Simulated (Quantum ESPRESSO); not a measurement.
Band-structure run of HgTe (part 1 of 3)

HgTe (F-43m, 2 atoms in the cell), computed with Kohn-Sham DFT of a periodic cell, PBE with D3, spin-orbit coupling, PseudoDojo 0.4 FR PBE standard, no spin polarisation (Quantum ESPRESSO 7.5).

The structure derives from an entry of the Crystallography Open Database.

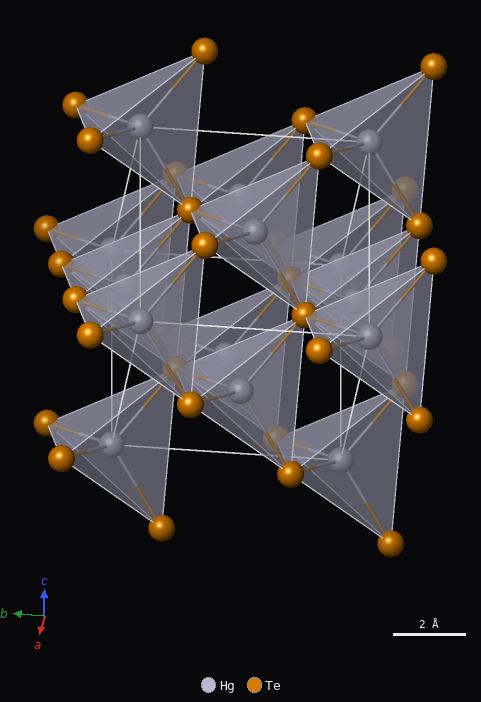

*The structure (polyhedral view of the cell 4 times as large as that of the calculation, set on its symmetry axes, seen at an oblique angle; polyhedra are completed across the faces of the cell). An atom can appear more than once, as a periodic image.*

Results in brief:

| quantity | value |
| --- | --- |
| outcome | converged |
| space group (tolerance 0.01 Å) | F-43m (216) |
| electrons treated | 36 |
| free energy | −7393.4516 eV |
| gap on the k-point mesh | 0.26 eV |
| pressure | 2.34 GPa |
| largest force (length of the vector) | under 0.001 eV/Å |
| hardware | 1 thread of AMD EPYC (Zen 3), 24 GiB of memory available, shared host |
| wall time | 9.6 min |
| peak memory | 0.62 GiB |

Notes:

Settings chosen away from the usual ones: kshift set to [1, 1, 1]; diagonalization set to rmm-davidson; mixing_mode set to local-TF.

The input:
```
&CONTROL
  calculation = 'scf'
  prefix = 'pwscf'
  outdir = './tmp'
  pseudo_dir = './pseudo'
  tprnfor = .true.
  tstress = .true.
  disk_io = 'low'
/
&SYSTEM
  ibrav = 0
  A = 4.5459895
  nat = 2
  ntyp = 2
  ecutwfc = 80
  nbnd = 52
  occupations = 'fixed'
  noncolin = .true.
  lspinorb = .true.
  vdw_corr = 'grimme-d3'
  dftd3_version = 3
/
&ELECTRONS
  conv_thr = 4d-10
  electron_maxstep = 120
  mixing_beta = 0.5
  diagonalization = 'rmm-davidson'
  mixing_mode = 'local-TF'
/
ATOMIC_SPECIES
Hg   200.5920 Hg.upf
Te   127.6000 Te.upf
CELL_PARAMETERS alat
   0.0000000000    0.7071067806    0.7071067806
   0.7071067806    0.0000000000    0.7071067806
   0.7071067806    0.7071067806    0.0000000000
ATOMIC_POSITIONS alat
Hg     0.0000000000    0.0000000000    0.0000000000
Te     1.0606601709    1.0606601709    1.0606601709
K_POINTS automatic
7 7 7 1 1 1
```

File pp_density.in:
```
&INPUTPP
  prefix = 'pwscf'
  outdir = './tmp'
  filplot = 'density.dat'
  plot_num = 0
/
&PLOT
  nfile = 1
  filepp(1) = 'density.dat'
  iflag = 3
  output_format = 6
  fileout = 'density.cube'
/
```

File pp_potential.in:
```
&INPUTPP
  prefix = 'pwscf'
  outdir = './tmp'
  filplot = 'potential.dat'
  plot_num = 11
/
&PLOT
  nfile = 1
  filepp(1) = 'potential.dat'
  iflag = 3
  output_format = 6
  fileout = 'potential.cube'
/
```

File bands.in:
```
&CONTROL
  calculation = 'bands'
  prefix = 'pwscf'
  outdir = './tmp'
  pseudo_dir = './pseudo'
  disk_io = 'low'
  verbosity = 'high'
/
&SYSTEM
  ibrav = 0
  A = 4.5459895
  nat = 2
  ntyp = 2
  ecutwfc = 80
  nbnd = 52
  occupations = 'fixed'
  noncolin = .true.
  lspinorb = .true.
  vdw_corr = 'grimme-d3'
  dftd3_version = 3
/
&ELECTRONS
  conv_thr = 1d-08
  electron_maxstep = 120
  mixing_beta = 0.5
  diagonalization = 'rmm-davidson'
  mixing_mode = 'local-TF'
  diago_full_acc = .true.
/
ATOMIC_SPECIES
Hg   200.5920 Hg.upf
Te   127.6000 Te.upf
CELL_PARAMETERS alat
   0.0000000000    0.7071067806    0.7071067806
   0.7071067806    0.0000000000    0.7071067806
   0.7071067806    0.7071067806    0.0000000000
ATOMIC_POSITIONS alat
Hg     0.0000000000    0.0000000000    0.0000000000
Te     1.0606601709    1.0606601709    1.0606601709
K_POINTS crystal
60
 0.0000000000  0.0000000000  0.0000000000 1
 0.0625000000  0.0000000000  0.0625000000 1
 0.1250000000  0.0000000000  0.1250000000 1
 0.1875000000  0.0000000000  0.1875000000 1
 0.2500000000  0.0000000000  0.2500000000 1
 0.3125000000  0.0000000000  0.3125000000 1
 0.3750000000  0.0000000000  0.3750000000 1
 0.4375000000  0.0000000000  0.4375000000 1
 0.5000000000  0.0000000000  0.5000000000 1
 0.5000000000  0.0625000000  0.5625000000 1
 0.5000000000  0.1250000000  0.6250000000 1
 0.5000000000  0.1875000000  0.6875000000 1
 0.5000000000  0.2500000000  0.7500000000 1
 0.4375000000  0.3125000000  0.7500000000 1
 0.3750000000  0.3750000000  0.7500000000 1
 0.3375000000  0.3375000000  0.6750000000 1
 0.3000000000  0.3000000000  0.6000000000 1
 0.2625000000  0.2625000000  0.5250000000 1
 0.2250000000  0.2250000000  0.4500000000 1
 0.1875000000  0.1875000000  0.3750000000 1
 0.1500000000  0.1500000000  0.3000000000 1
 0.1125000000  0.1125000000  0.2250000000 1
 0.0750000000  0.0750000000  0.1500000000 1
 0.0375000000  0.0375000000  0.0750000000 1
 0.0000000000  0.0000000000  0.0000000000 1
 0.0625000000  0.0625000000  0.0625000000 1
 0.1250000000  0.1250000000  0.1250000000 1
 0.1875000000  0.1875000000  0.1875000000 1
 0.2500000000  0.2500000000  0.2500000000 1
 0.3125000000  0.3125000000  0.3125000000 1
 0.3750000000  0.3750000000  0.3750000000 1
 0.4375000000  0.4375000000  0.4375000000 1
 0.5000000000  0.5000000000  0.5000000000 1
 0.5250000000  0.4500000000  0.5250000000 1
 0.5500000000  0.4000000000  0.5500000000 1
 0.5750000000  0.3500000000  0.5750000000 1
 0.6000000000  0.3000000000  0.6000000000 1
 0.6250000000  0.2500000000  0.6250000000 1
 0.5833333333  0.2500000000  0.6666666667 1
 0.5416666667  0.2500000000  0.7083333333 1
 0.5000000000  0.2500000000  0.7500000000 1
 0.5000000000  0.2857142857  0.7142857143 1
 0.5000000000  0.3214285714  0.6785714286 1
 0.5000000000  0.3571428571  0.6428571429 1
 0.5000000000  0.3928571429  0.6071428571 1
 0.5000000000  0.4285714286  0.5714285714 1
 0.5000000000  0.4642857143  0.5357142857 1
 0.5000000000  0.5000000000  0.5000000000 1
 0.4821428571  0.4821428571  0.5357142857 1
 0.4642857143  0.4642857143  0.5714285714 1
 0.4464285714  0.4464285714  0.6071428571 1
 0.4285714286  0.4285714286  0.6428571429 1
 0.4107142857  0.4107142857  0.6785714286 1
 0.3928571429  0.3928571429  0.7142857143 1
 0.3750000000  0.3750000000  0.7500000000 1
 0.6250000000  0.2500000000  0.6250000000 1
 0.5937500000  0.1875000000  0.5937500000 1
 0.5625000000  0.1250000000  0.5625000000 1
 0.5312500000  0.0625000000  0.5312500000 1
 0.5000000000  0.0000000000  0.5000000000 1
```

Launched with:
```bash
OMP_NUM_THREADS=1 pw.x -in pw.in > pw.out
OMP_NUM_THREADS=1 pp.x -in pp_density.in > pp_density.out
OMP_NUM_THREADS=1 pp.x -in pp_potential.in > pp_potential.out
OMP_NUM_THREADS=1 pw.x -in bands.in > bands.out
```

Output:
```
This program is part of the open-source Quantum ESPRESSO suite
     for quantum simulation of materials; please cite
         "P. Giannozzi et al., J. Phys.:Condens. Matter 21 395502 (2009);
         "P. Giannozzi et al., J. Phys.:Condens. Matter 29 465901 (2017);
         "P. Giannozzi et al., J. Chem. Phys. 152 154105 (2020);
          URL
     in publications or presentations arising from this work. More details at

     Message from routine setup:
     using ibrav=0 with symmetry is DISCOURAGED, use correct ibrav instead

     G-vector sticks info
     --------------------
     sticks:   dense  smooth     PW     G-vecs:    dense   smooth      PW
     Sum        1639    1639    475                43599    43599    6855

     Using Slab Decomposition

     bravais-lattice index     =            0
     lattice parameter (alat)  =       8.5907  a.u.
     unit-cell volume          =     448.2981 (a.u.)^3
     number of atoms/cell      =            2
     number of atomic types    =            2
     number of electrons       =        36.00
     number of Kohn-Sham states=           52
     kinetic-energy cutoff     =      80.0000  Ry
     charge density cutoff     =     320.0000  Ry
     scf convergence threshold =      4.0E-10
     mixing beta               =       0.5000
     number of iterations used =            8  local-TF  mixing
     Exchange-correlation= PBE
                           (   1   4   3   4   0   0   0)
     Non magnetic calculation with spin-orbit

     celldm(1)=   8.590675  celldm(2)=   0.000000  celldm(3)=   0.000000
     celldm(4)=   0.000000  celldm(5)=   0.000000  celldm(6)=   0.000000

     crystal axes: (cart. coord. in units of alat)
               a(1) = (   0.000000   0.707107   0.707107 )
               a(2) = (   0.707107   0.000000   0.707107 )
               a(3) = (   0.707107   0.707107   0.000000 )

     reciprocal axes: (cart. coord. in units 2 pi/alat)
               b(1) = ( -0.707107  0.707107  0.707107 )
               b(2) = (  0.707107 -0.707107  0.707107 )
               b(3) = (  0.707107  0.707107 -0.707107 )

     PseudoPot. # 1 for Hg read from file:
     Hg.upf
     Pseudo is Norm-conserving + core correction, Zval = 20.0
     Generated using ONCVPSP code by D. R. Hamann
     Using radial grid of 1246 points, 12 beta functions with:
                l(1) =   0
                l(2) =   0
                l(3) =   1
                l(4) =   1
                l(5) =   1
                l(6) =   1
                l(7) =   2
                l(8) =   2
                l(9) =   2
               l(10) =   2
               l(11) =   3
               l(12) =   3

     PseudoPot. # 2 for Te read from file:
     Te.upf
     Pseudo is Norm-conserving + core correction, Zval = 16.0
     Generated using ONCVPSP code by D. R. Hamann
     Using radial grid of 1324 points, 10 beta functions with:
                l(1) =   0
                l(2) =   0
                l(3) =   1
                l(4) =   1
                l(5) =   1
                l(6) =   1
                l(7) =   2
                l(8) =   2
                l(9) =   2
               l(10) =   2

     atomic species   valence    mass     pseudopotential
     Hg               20.00   200.59200     Hg( 1.00)
     Te               16.00   127.60000     Te( 1.00)

     24 Sym. Ops. (no inversion) found

   Cartesian axes

     site n.     atom                  positions (alat units)
         1        Hg     tau(   1) = (   0.0000000   0.0000000   0.0000000  )
         2        Te     tau(   2) = (   1.0606602   1.0606602   1.0606602  )

     --------------------------------------------
     DFT-D3 Dispersion Correction (3-body terms):
     --------------------------------------------
       Reference C6 values for interpolation:

         atom   Coordination number   C6
         Te         0.000           851.07
         Te         0.981           850.20
         Te         1.964           837.16
         Hg         0.000           724.15
         Hg         1.990           597.72

       Values used:

         atom   Coordination number  R0_AB[au]  C6      C8
         Hg         4.258            3.175    597.72  60000.39
         Te         4.076            3.676    837.16  84978.05

         Molecular C6 ( Ry / a.u.^6 ) =      2843.59

     number of k points=    44
                       cart. coord. in units 2pi/alat
        k(    1) = (   0.0505076   0.0505076   0.0505076), wk =   0.0058309
        k(    2) = (   0.1515229   0.1515229  -0.0505076), wk =   0.0174927
        k(    3) = (   0.2525381   0.2525381  -0.1515229), wk =   0.0174927
        k(    4) = (  -0.3535534  -0.3535534   0.4545686), wk =   0.0174927
        k(    5) = (  -0.2525381  -0.2525381   0.3535534), wk =   0.0174927
        k(    6) = (  -0.1515229  -0.1515229   0.2525381), wk =   0.0174927
        k(    7) = (  -0.0505076  -0.0505076   0.1515229), wk =   0.0174927
        k(    8) = (   0.2525381   0.0505076   0.0505076), wk =   0.0174927
        k(    9) = (   0.3535534   0.1515229  -0.0505076), wk =   0.0349854
        k(   10) = (  -0.2525381  -0.4545686   0.5555839), wk =   0.0349854
        k(   11) = (  -0.1515229  -0.3535534   0.4545686), wk =   0.0349854
        k(   12) = (  -0.0505076  -0.2525381   0.3535534), wk =   0.0349854
        k(   13) = (   0.0505076  -0.1515229   0.2525381), wk =   0.0349854
        k(   14) = (   0.4545686   0.0505076   0.0505076), wk =   0.0174927
        k(   15) = (  -0.1515229  -0.5555839   0.6565992), wk =   0.0349854
        k(   16) = (  -0.0505076  -0.4545686   0.5555839), wk =   0.0349854
        k(   17) = (   0.0505076  -0.3535534   0.4545686), wk =   0.0349854
        k(   18) = (   0.1515229  -0.2525381   0.3535534), wk =   0.0349854
        k(   19) = (  -0.7576144   0.0505076   0.0505076), wk =   0.0174927
        k(   20) = (  -0.6565992   0.1515229  -0.0505076), wk =   0.0349854
        k(   21) = (  -0.5555839   0.2525381  -0.1515229), wk =   0.0349854
        k(   22) = (  -0.4545686   0.3535534  -0.2525381), wk =   0.0174927
        k(   23) = (  -0.5555839   0.0505076   0.0505076), wk =   0.0174927
        k(   24) = (  -0.4545686   0.1515229  -0.0505076), wk =   0.0349854
        k(   25) = (  -0.3535534   0.0505076   0.0505076), wk =   0.0174927
        k(   26) = (   0.1515229   0.1515229   0.1515229), wk =   0.0058309
        k(   27) = (   0.2525381   0.2525381   0.0505076), wk =   0.0174927
        k(   28) = (  -0.3535534  -0.3535534   0.6565992), wk =   0.0174927
        k(   29) = (  -0.2525381  -0.2525381   0.5555839), wk =   0.0174927
        k(   30) = (  -0.1515229  -0.1515229   0.4545686), wk =   0.0174927
        k(   31) = (   0.3535534   0.1515229   0.1515229), wk =   0.0174927
        k(   32) = (  -0.2525381  -0.4545686   0.7576144), wk =   0.0349854
        k(   33) = (  -0.1515229  -0.3535534   0.6565992), wk =   0.0349854
        k(   34) = (  -0.0505076  -0.2525381   0.5555839), wk =   0.0349854
        k(   35) = (  -0.8586297   0.1515229   0.1515229), wk =   0.0174927
        k(   36) = (  -0.7576144   0.2525381   0.0505076), wk =   0.0349854
        k(   37) = (  -0.6565992   0.3535534  -0.0505076), wk =   0.0174927
        k(   38) = (  -0.6565992   0.1515229   0.1515229), wk =   0.0174927
        k(   39) = (   0.2525381   0.2525381   0.2525381), wk =   0.0058309
        k(   40) = (  -0.3535534  -0.3535534   0.8586297), wk =   0.0174927
        k(   41) = (  -0.2525381  -0.2525381   0.7576144), wk =   0.0174927
        k(   42) = (  -0.9596449   0.2525381   0.2525381), wk =   0.0174927
        k(   43) = (  -0.8586297   0.3535534   0.1515229), wk =   0.0174927
        k(   44) = (  -0.3535534  -0.3535534  -0.3535534), wk =   0.0029155

     Dense  grid:    43599 G-vectors     FFT dimensions: (  50,  50,  50)

     Initial potential from superposition of free atoms

     starting charge      35.9997, renormalised to      36.0000
     Starting wfcs are   38 randomized atomic wfcs +   14 random wfcs

     Self-consistent Calculation

     iteration #  1     ecut=    80.00 Ry     beta= 0.50
     Davidson diagonalization with overlap
     ethr =  1.00E-02,  avg # of iterations =  5.7

     Threshold (ethr) on eigenvalues was too large:
     Diagonalizing with lowered threshold

     Davidson diagonalization with overlap
     ethr =  1.32E-04,  avg # of iterations =  5.2

     total energy              =    -543.41307775 Ry
     estimated scf accuracy    <       0.04806930 Ry

     iteration #  2     ecut=    80.00 Ry     beta= 0.50
     Davidson diagonalization with overlap
     ethr =  1.34E-04,  avg # of iterations =  1.0

     total energy              =    -543.40512576 Ry
     estimated scf accuracy    <       0.01946466 Ry

     iteration #  3     ecut=    80.00 Ry     beta= 0.50
     RMM-DIIS diagonalization
     ethr =  5.41E-05,  avg # of iterations =  2.8

     total energy              =    -543.40844331 Ry
     estimated scf accuracy    <       0.00032319 Ry

     iteration #  4     ecut=    80.00 Ry     beta= 0.50
     RMM-DIIS diagonalization
     ethr =  8.98E-07,  avg # of iterations =  3.8

     total energy              =    -543.40861382 Ry
     estimated scf accuracy    <       0.00025625 Ry

     iteration #  5     ecut=    80.00 Ry     beta= 0.50
     Davidson diagonalization with overlap
     ethr =  7.12E-07,  avg # of iterations =  5.0

     total energy              =    -543.40866925 Ry
     estimated scf accuracy    <       0.00000345 Ry

     iteration #  6     ecut=    80.00 Ry     beta= 0.50
     RMM-DIIS diagonalization
     ethr =  9.58E-09,  avg # of iterations =  2.8

     total energy              =    -543.40866884 Ry
     estimated scf accuracy    <       0.00000289 Ry

     iteration #  7     ecut=    80.00 Ry     beta= 0.50
     RMM-DIIS diagonalization
     ethr =  8.02E-09,  avg # of iterations =  2.6

     total energy              =    -543.40866900 Ry
     estimated scf accuracy    <       0.00000042 Ry

     iteration #  8     ecut=    80.00 Ry     beta= 0.50
     RMM-DIIS diagonalization
     ethr =  1.17E-09,  avg # of iterations =  3.0

     total energy              =    -543.40866911 Ry
     estimated scf accuracy    <       0.00000002 Ry

     iteration #  9     ecut=    80.00 Ry     beta= 0.50
     RMM-DIIS diagonalization
     ethr =  4.34E-11,  avg # of iterations =  3.9

     total energy              =    -543.40866912 Ry
     estimated scf accuracy    <       0.00000001 Ry

     iteration # 10     ecut=    80.00 Ry     beta= 0.50
     Davidson diagonalization with overlap
     ethr =  2.79E-11,  avg # of iterations =  2.0

     total energy              =    -543.40866912 Ry
     estimated scf accuracy    <          1.3E-09 Ry

     iteration # 11     ecut=    80.00 Ry     beta= 0.50
     RMM-DIIS diagonalization
     ethr =  3.64E-12,  avg # of iterations =  2.8
```
